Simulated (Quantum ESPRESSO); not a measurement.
# Geometry relaxation, with input and output: Pd (part 2 of 2)

Pd (P6₃/mmc, 2 atoms in the cell); Kohn-Sham DFT of a periodic cell, PBEsol, GBRV 1.5 PBEsol, no spin polarisation (Quantum ESPRESSO 7.5); cutoff 612.26 eV, 11×11×6 k-mesh, fermi-dirac of 0.05 eV. The structure derives from a Materials Project entry.

Geometry of the input (Å; fractional positions):
```
2.7837  0.0000  0.0000
-1.3918  2.4107  0.0000
0.0000  0.0000  4.6289
Pd 0.3333  0.6667  0.2500
Pd 0.6667  0.3333  0.7500
```

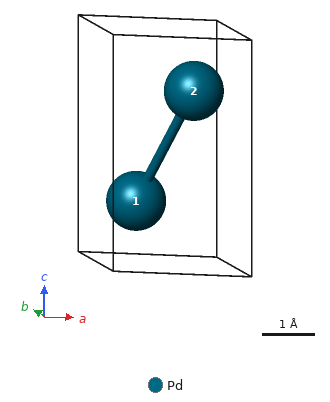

**Figure 1.** The input geometry (ball-and-stick view of the cell of the calculation, seen slightly off an axis; atoms are numbered from 1 in the order of the input). An atom can appear more than once, as a periodic image.

## Output, continued
```
   -32.5124 -32.4701 -32.3712 -32.3384 -32.2799 -32.2335  12.5265  12.7951
    13.5498  14.1675  14.9973  15.1056  15.9929  16.8049  16.8155  17.1905
    17.2406  22.3243  26.2243  27.2485  31.2658  32.0291  34.2782  36.3209

          k = 0.0000 0.4199 0.2005 (  1064 PWs)   bands (ev):

   -32.5195 -32.4920 -32.3261 -32.3256 -32.2923 -32.2498  12.4797  12.8713
    13.5334  13.7901  15.3367  15.4977  16.3824  16.8013  16.8951  17.1020
    17.1282  20.2259  26.8517  28.5589  31.0683  33.1894  34.6723  36.8137

          k = 0.0000 0.4199-0.3007 (  1064 PWs)   bands (ev):

   -32.5120 -32.5120 -32.3092 -32.3092 -32.2814 -32.2814  12.6617  12.6617
    13.5903  13.5903  15.8359  15.8359  16.1884  16.1884  17.0072  17.0072
    18.4757  18.4757  27.7617  27.7617  33.1136  33.1136  34.8708  34.8708

          k = 0.0000 0.5249 0.0000 (  1064 PWs)   bands (ev):

   -32.5467 -32.5005 -32.3634 -32.3550 -32.2840 -32.2492  12.4733  12.8198
    12.9572  14.7539  14.9709  15.2350  15.5425  17.2322  17.3167  17.4072
    19.1577  22.3352  26.3912  26.6609  30.3622  30.6454  30.9522  35.3347

          k = 0.0000 0.5249 0.1002 (  1074 PWs)   bands (ev):

   -32.5524 -32.5107 -32.3503 -32.3467 -32.2888 -32.2498  12.4613  12.5591
    13.4002  14.1754  14.8889  15.3459  16.4578  17.0481  17.2739  17.4190
    18.9699  21.9442  25.4728  26.9943  30.5601  31.0928  32.1426  35.6759

          k = 0.0000 0.5249 0.2005 (  1064 PWs)   bands (ev):

   -32.5585 -32.5329 -32.3373 -32.3109 -32.3018 -32.2566  12.3411  12.6604
    13.4887  13.6043  15.2752  15.8652  16.5039  17.3041  17.3076  17.3938
    18.7355  20.8758  25.1636  26.2493  32.1268  32.3122  33.5402  35.9465

          k = 0.0000 0.5249-0.3007 (  1056 PWs)   bands (ev):

   -32.5521 -32.5521 -32.3196 -32.3196 -32.2772 -32.2772  12.4930  12.4930
    13.4451  13.4451  15.8522  15.8522  16.7826  16.7826  17.3496  17.3496
    19.6056  19.6056  25.5072  25.5072  33.5593  33.5593  34.0317  34.0317

          k = 0.0909 0.1575 0.0000 (  1071 PWs)   bands (ev):

   -32.4774 -32.3332 -32.3080 -32.2808 -32.2451 -32.1880  11.1583  12.8008
    14.1764  14.8565  15.0263  15.0505  15.2653  15.3088  15.5828  15.8737
    17.1523  20.6317  23.9378  33.6779  34.2920  37.2146  37.5969  37.7132

          k = 0.0909 0.1575 0.1002 (  1075 PWs)   bands (ev):

   -32.4616 -32.3272 -32.3095 -32.2834 -32.2484 -32.2029  11.3678  12.8643
    14.2155  14.5843  14.7348  15.0925  15.2565  15.4317  15.7583  15.9402
    17.0970  19.4999  25.5432  33.7430  34.4723  36.3959  36.6002  38.3364

          k = 0.0909 0.1575 0.2005 (  1082 PWs)   bands (ev):

   -32.4194 -32.3259 -32.3099 -32.2818 -32.2575 -32.2397  11.9434  12.9630
    14.1662  14.3248  14.3636  15.0204  15.0885  15.2905  16.2157  16.3134
    16.9167  18.0552  28.4040  33.7485  34.9467  34.9829  35.5992  37.1384

          k = 0.0909 0.1575-0.3007 (  1076 PWs)   bands (ev):

   -32.3666 -32.3666 -32.2829 -32.2829 -32.2679 -32.2679  12.6595  12.6595
    14.0280  14.0280  14.6453  14.6453  15.1416  15.1416  16.5834  16.5834
    17.0569  17.0569  31.5278  31.5278  34.6954  34.6954  36.0038  36.0038

          k = 0.0909 0.2624 0.0000 (  1075 PWs)   bands (ev):

   -32.4473 -32.3963 -32.3683 -32.3101 -32.2628 -32.2010  11.9980  13.1408
    13.9778  14.1993  14.7250  15.0095  15.4385  15.6197  15.9111  16.2706
    17.1952  22.3891  24.1053  30.6788  32.5138  35.5777  37.2173  37.3660

          k = 0.0909 0.2624 0.1002 (  1069 PWs)   bands (ev):

   -32.4470 -32.3814 -32.3704 -32.3094 -32.2666 -32.2113  12.1424  13.2291
    13.9560  14.1295  14.5940  15.0330  15.3817  15.6934  16.1241  16.2066
    17.1392  20.7682  26.0758  30.9053  32.7602  34.8263  36.2567  38.1283

          k = 0.0909 0.2624 0.2005 (  1076 PWs)   bands (ev):

   -32.4376 -32.3926 -32.3358 -32.3039 -32.2765 -32.2404  12.5320  13.4328
    13.6618  14.2081  14.3451  14.9038  15.3393  15.8194  16.3724  16.5090
    16.9855  18.9278  28.9538  31.5488  33.3947  33.6411  35.0369  35.7689

          k = 0.0909 0.2624-0.3007 (  1088 PWs)   bands (ev):

   -32.4168 -32.4168 -32.2987 -32.2987 -32.2781 -32.2781  13.0501  13.0501
    13.8947  13.8947  14.5717  14.5717  15.5666  15.5666  16.6766  16.6766
    17.5154  17.5154  31.9785  31.9785  32.5665  32.5665  34.4570  34.4570

          k = 0.0909 0.3674 0.0000 (  1063 PWs)   bands (ev):

   -32.4687 -32.4327 -32.4091 -32.3396 -32.2809 -32.2204  12.7231  13.0134
    13.5188  14.3379  14.7940  14.8685  15.3195  16.1055  16.6360  17.2254
    17.2475  24.3181  24.5130  27.4017  30.9796  33.6333  34.7260  36.1195

          k = 0.0909 0.3674 0.1002 (  1068 PWs)   bands (ev):

   -32.4803 -32.4428 -32.3807 -32.3364 -32.2854 -32.2258  12.6694  13.0955
    13.6296  14.1137  14.7138  15.1525  15.4409  16.1217  16.7427  16.8788
    17.4028  22.0305  26.9795  27.6765  31.2895  32.5124  35.1237  36.3870

          k = 0.0909 0.3674 0.2005 (  1064 PWs)   bands (ev):

   -32.4885 -32.4618 -32.3389 -32.3219 -32.2960 -32.2443  12.6913  13.1956
    13.5213  14.0402  14.8527  15.3003  15.5897  16.2292  16.6563  17.0095
    17.4721  19.9503  28.3064  29.5255  31.2159  32.2721  34.5098  35.5147

          k = 0.0909 0.3674-0.3007 (  1074 PWs)   bands (ev):

   -32.4807 -32.4807 -32.3181 -32.3181 -32.2769 -32.2769  12.9037  12.9037
    13.7794  13.7794  15.2211  15.2211  15.7577  15.7577  17.0413  17.0413
    18.2863  18.2863  29.3209  29.3209  32.9206  32.9206  33.4500  33.4500

          k = 0.0909 0.4724 0.0000 (  1065 PWs)   bands (ev):

   -32.5247 -32.4813 -32.3718 -32.3612 -32.2947 -32.2433  12.7014  12.9738
    13.0912  14.6935  15.0195  15.0513  15.1796  16.8710  17.1660  17.2384
    18.6536  23.7486  26.0799  26.2022  29.7711  31.7027  31.7927  35.1824

          k = 0.0909 0.4724 0.1002 (  1066 PWs)   bands (ev):

   -32.5308 -32.4914 -32.3647 -32.3462 -32.3000 -32.2438  12.6260  12.8077
    13.5326  14.1177  14.7904  15.3294  15.8882  16.8005  17.0310  17.2398
    18.6351  22.7916  25.4209  27.6889  30.0659  30.7296  33.3309  34.9674

          k = 0.0909 0.4724 0.2005 (  1064 PWs)   bands (ev):

   -32.5373 -32.5128 -32.3519 -32.3186 -32.3049 -32.2510  12.5267  12.9115
    13.5079  13.8021  14.9992  15.7421  16.3295  16.4648  16.9141  17.3920
    18.7565  21.0580  25.7850  27.5504  31.1413  31.7511  33.7719  34.6917

          k = 0.0909 0.4724-0.3007 (  1058 PWs)   bands (ev):

   -32.5313 -32.5313 -32.3343 -32.3343 -32.2725 -32.2725  12.6923  12.6923
    13.5900  13.5900  15.6087  15.6087  16.2447  16.2447  17.2545  17.2545
    19.5781  19.5781  26.5788  26.5788  32.5587  32.5587  33.6696  33.6696

          k = 0.0909 0.5774 0.0000 (  1074 PWs)   bands (ev):

   -32.5456 -32.4993 -32.3691 -32.3534 -32.2998 -32.2564  12.6069  12.9461
    12.9662  14.6832  14.9286  15.2965  15.3597  17.2411  17.2712  17.2862
    20.1291  21.8177  26.8994  27.2728  29.2128  30.1020  30.7391  34.8534

          k = 0.0909 0.5774 0.1002 (  1069 PWs)   bands (ev):

   -32.5507 -32.5095 -32.3689 -32.3343 -32.3060 -32.2541  12.5642  12.6819
    13.4777  14.1618  14.6977  15.4656  16.1349  16.9822  17.2725  17.3303
    20.0296  21.6802  26.3369  26.4171  29.7094  31.2996  31.5026  34.5816

          k = 0.0909 0.5774 0.2005 (  1061 PWs)   bands (ev):

   -32.5563 -32.5316 -32.3583 -32.3212 -32.3000 -32.2554  12.4455  12.8044
    13.5059  13.7103  14.9530  16.0035  16.3402  16.7457  17.2373  17.3899
    19.9855  21.2235  25.4898  25.5148  30.8129  32.8660  33.2145  33.7378

          k = 0.0909 0.5774-0.3007 (  1062 PWs)   bands (ev):

   -32.5503 -32.5503 -32.3404 -32.3404 -32.2705 -32.2705  12.6103  12.6103
    13.5162  13.5162  15.6013  15.6013  16.6692  16.6692  17.2327  17.2327
    20.5006  20.5006  25.1794  25.1794  32.2266  32.2266  33.9717  33.9717

          k = 0.1818 0.3149 0.0000 (  1071 PWs)   bands (ev):

   -32.4380 -32.4330 -32.4143 -32.3354 -32.2931 -32.2175  12.8323  13.4552
    13.6702  13.6765  14.6763  14.8273  15.4575  15.6622  16.6353  17.1499
    17.2963  24.0893  24.5374  29.0083  29.3453  34.3439  35.8915  36.5120

          k = 0.1818 0.3149 0.1002 (  1072 PWs)   bands (ev):

   -32.4585 -32.4367 -32.3799 -32.3370 -32.2964 -32.2229  12.8672  13.4031
    13.7000  13.7828  14.7279  14.8147  15.3087  15.8360  16.7763  16.8088
    17.4749  21.9459  26.9081  29.3259  29.5984  33.6302  34.4379  37.6582

          k = 0.1818 0.3149 0.2005 (  1067 PWs)   bands (ev):

   -32.4692 -32.4485 -32.3361 -32.3360 -32.3004 -32.2414  12.9662  13.2925
    13.8654  13.9978  14.6174  14.6482  15.2745  16.1356  16.6483  17.0111
    17.6142  19.9045  29.5185  30.2758  30.3052  32.5326  32.8318  35.7618

          k = 0.1818 0.3149-0.3007 (  1066 PWs)   bands (ev):

   -32.4632 -32.4632 -32.3289 -32.3289 -32.2737 -32.2737  13.1244  13.1244
    14.1293  14.1293  14.4144  14.4144  15.6488  15.6488  17.1135  17.1135
    18.2946  18.2946  31.0392  31.0392  31.4263  31.4263  32.9520  32.9520

          k = 0.1818 0.4199 0.0000 (  1069 PWs)   bands (ev):

   -32.4905 -32.4661 -32.3767 -32.3706 -32.3208 -32.2400  13.2267  13.2565
    13.3088  14.1640  14.5326  15.1018  15.1712  16.1493  17.1079  17.1575
    18.6575  25.1890  25.9887  26.2842  27.9347  32.9475  33.4741  34.4513

          k = 0.1818 0.4199 0.1002 (  1067 PWs)   bands (ev):

   -32.4964 -32.4757 -32.3751 -32.3544 -32.3228 -32.2400  13.0219  13.3189
    13.5393  13.9646  14.7010  15.1225  15.2320  16.2167  16.8472  17.2674
    18.7506  23.2826  26.4333  28.0443  28.3063  31.6156  33.1394  35.1973

          k = 0.1818 0.4199 0.2005 (  1062 PWs)   bands (ev):

   -32.5055 -32.4912 -32.3720 -32.3469 -32.3020 -32.2465  12.9321  13.2959
    13.5766  14.2124  14.5643  15.1199  15.4217  16.1589  16.7777  17.4264
    19.0231  21.2841  27.1586  29.0387  29.3472  31.3091  31.9366  35.8090

          k = 0.1818 0.4199-0.3007 (  1064 PWs)   bands (ev):

   -32.5038 -32.5038 -32.3606 -32.3606 -32.2676 -32.2676  13.0349  13.0349
    13.9414  13.9414  14.9280  14.9280  15.6297  15.6297  17.3147  17.3147
    19.7809  19.7809  28.2136  28.2136  30.3234  30.3234  33.8491  33.8491

          k = 0.1818 0.5249 0.0000 (  1072 PWs)   bands (ev):

   -32.5225 -32.4793 -32.3975 -32.3451 -32.3363 -32.2626  13.0350  13.0516
    13.3328  14.5531  14.7275  14.9007  15.3392  16.7594  17.0839  17.2377
    20.3750  23.0176  27.1433  27.2066  27.7386  30.8104  31.3177  33.8279

          k = 0.1818 0.5249 0.1002 (  1065 PWs)   bands (ev):

   -32.5263 -32.4895 -32.4006 -32.3448 -32.3242 -32.2577  12.8553  13.1377
    13.6704  14.0764  14.5255  15.3599  15.5131  16.7462  16.8369  17.3134
    20.4782  22.9113  25.9975  27.5019  27.9105  30.9991  32.6163  32.8518

          k = 0.1818 0.5249 0.2005 (  1063 PWs)   bands (ev):

   -32.5314 -32.5104 -32.3959 -32.3612 -32.2901 -32.2537  12.7922  13.2910
    13.5350  14.1039  14.4264  15.5489  15.8460  16.2442  16.9194  17.3927
    20.8081  22.3419  25.3904  26.8118  28.4494  31.1402  32.9204  34.5691

          k = 0.1818 0.5249-0.3007 (  1058 PWs)   bands (ev):

   -32.5270 -32.5270 -32.3805 -32.3805 -32.2637 -32.2637  12.9716  12.9716
    13.7879  13.7879  15.0710  15.0710  16.0151  16.0151  17.2274  17.2274
    21.4601  21.4601  25.8202  25.8202  29.7339  29.7339  34.6669  34.6669

          k = 0.2727 0.4724 0.0000 (  1074 PWs)   bands (ev):

   -32.4988 -32.4723 -32.4084 -32.3647 -32.3416 -32.2652  13.0989  13.4503
    13.6396  14.1600  14.4659  14.9056  15.3789  16.3902  17.0035  17.2288
    20.3883  24.7096  25.2447  27.2393  27.8868  32.4351  32.5346  32.6868

          k = 0.2727 0.4724 0.1002 (  1071 PWs)   bands (ev):

   -32.4991 -32.4839 -32.4140 -32.3734 -32.3207 -32.2595  13.1128  13.4736
    13.7787  13.8513  14.7429  14.8120  15.3905  16.4719  16.7324  17.3118
    20.5451  24.3981  25.5633  26.0938  29.2840  30.5222  31.4979  34.5797

          k = 0.2727 0.4724 0.2005 (  1062 PWs)   bands (ev):

   -32.5030 -32.5011 -32.4171 -32.3890 -32.2865 -32.2534  13.1512  13.3678
    13.8121  14.1320  14.4474  14.9745  15.4298  16.0847  16.8544  17.3989
    20.9847  23.0678  26.3449  26.4084  28.7880  28.8068  32.9156  36.1043

          k = 0.2727 0.4724-0.3007 (  1056 PWs)   bands (ev):

   -32.5072 -32.5072 -32.4063 -32.4063 -32.2613 -32.2613  13.2232  13.2232
    14.0459  14.0459  14.7069  14.7069  15.6071  15.6071  17.2511  17.2511
    21.7966  21.7966  27.3802  27.3802  27.5574  27.5574  35.1072  35.1072

          k = 0.2727 0.5774 0.0000 (  1066 PWs)   bands (ev):

   -32.5010 -32.4554 -32.4384 -32.3851 -32.3180 -32.2852  13.0464  13.5410
    13.6471  14.2713  14.5373  14.7067  15.5190  16.7216  16.9639  16.9871
    22.1933  22.7689  24.6731  28.7516  29.3395  30.6146  30.9692  32.2740

          k = 0.2727 0.5774 0.1002 (  1071 PWs)   bands (ev):

   -32.5003 -32.4667 -32.4457 -32.3923 -32.3025 -32.2754  13.1073  13.5837
    13.6682  14.0634  14.5495  14.8164  15.5326  16.6717  16.7894  17.0663
    22.4494  22.8639  24.9548  27.8038  27.8546  30.1309  32.4309  32.5973

          k = 0.2727 0.5774 0.2005 (  1061 PWs)   bands (ev):

   -32.5024 -32.4879 -32.4462 -32.4095 -32.2755 -32.2608  13.2122  13.5691
    13.8346  13.8743  14.5456  14.8731  15.5741  16.0770  16.9679  17.1770
    23.0080  23.1353  25.6051  26.4519  26.5600  28.5735  34.5448  34.7854

          k = 0.2727 0.5774-0.3007 (  1056 PWs)   bands (ev):

   -32.5015 -32.5015 -32.4303 -32.4303 -32.2591 -32.2591  13.3559  13.3559
    13.9515  13.9515  14.6889  14.6889  15.6837  15.6837  17.1444  17.1444
    23.3596  23.3596  25.6478  25.6478  27.1915  27.1915  36.0671  36.0671

     the Fermi energy is    17.2938 ev

!    total energy              =    -397.27090359 Ry
     estimated scf accuracy    <          2.9E-10 Ry
     smearing contrib. (-TS)   =      -0.00354450 Ry
     internal energy E=F+TS    =    -397.26735909 Ry

     The total energy is F=E-TS. E is the sum of the following terms:
     one-electron contribution =     -94.95947560 Ry
     hartree contribution      =      73.50918967 Ry
     xc contribution           =     -62.19542063 Ry
     ewald contribution        =    -313.62165253 Ry

     convergence has been achieved in   8 iterations

     negative rho (up, down):  1.569E-01 0.000E+00

     Forces acting on atoms (cartesian axes, Ry/au):

     atom    1 type  1   force =     0.00000000   -0.00000000    0.00000000
     atom    2 type  1   force =     0.00000000    0.00000000    0.00000000

     Total force =     0.000000     Total SCF correction =     0.000000

     Computing stress (Cartesian axis) and pressure

     negative rho (up, down):  1.569E-01 0.000E+00
          total   stress  (Ry/bohr**3)                   (kbar)     P=     -100.79
  -0.00069483   0.00000000   0.00000000         -102.21        0.00        0.00
   0.00000000  -0.00069483   0.00000000            0.00     -102.21        0.00
   0.00000000  -0.00000000  -0.00066585            0.00       -0.00      -97.95

     BFGS Geometry Optimization
     Energy error            =      1.8E-49 Ry
     Gradient error          =      3.2E-25 Ry/Bohr

     bfgs converged in   1 scf cycles and   0 bfgs steps
     (criteria: energy <  1.0E-05 Ry, force <  4.0E-04 Ry/Bohr)

     End of BFGS Geometry Optimization

     Final energy             =    -397.2709035947 Ry
Begin final coordinates

ATOMIC_POSITIONS (bohr)
Pd              -0.0000000003        3.0370728945        2.1868350075
Pd               2.6301822799        1.5185364470        6.5605050226
End final coordinates

=------------------------------------------------------------------------------=
   JOB DONE.
=------------------------------------------------------------------------------=
```

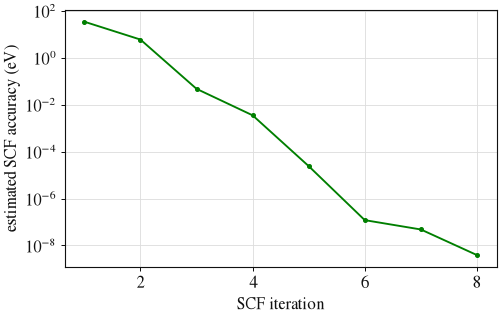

**Figure 2.** Convergence of the self-consistent field: estimated SCF accuracy against the iteration. The field takes 8 iterations in all.

## Key numbers

| quantity | value |
| --- | --- |
| outcome | converged |
| space group (tolerance 0.01 Å) | P6₃/mmc (194) |
| electrons treated | 32 |
| free energy | −5405.1460 eV |
| Fermi energy | 17.294 eV |
| gap on the k-point mesh | none (metallic) |
| pressure | −10.08 GPa |
| final volume | 31.06 Å³ |
| largest force (length of the vector) | under 0.001 eV/Å |
| wall time | 15 s (CPU time 29 s) |
| peak memory | 0.2 GiB |

Notes on the run: negative rho. The cell is under a tension of 10.1 GPa at this level, so it is not at its equilibrium volume.
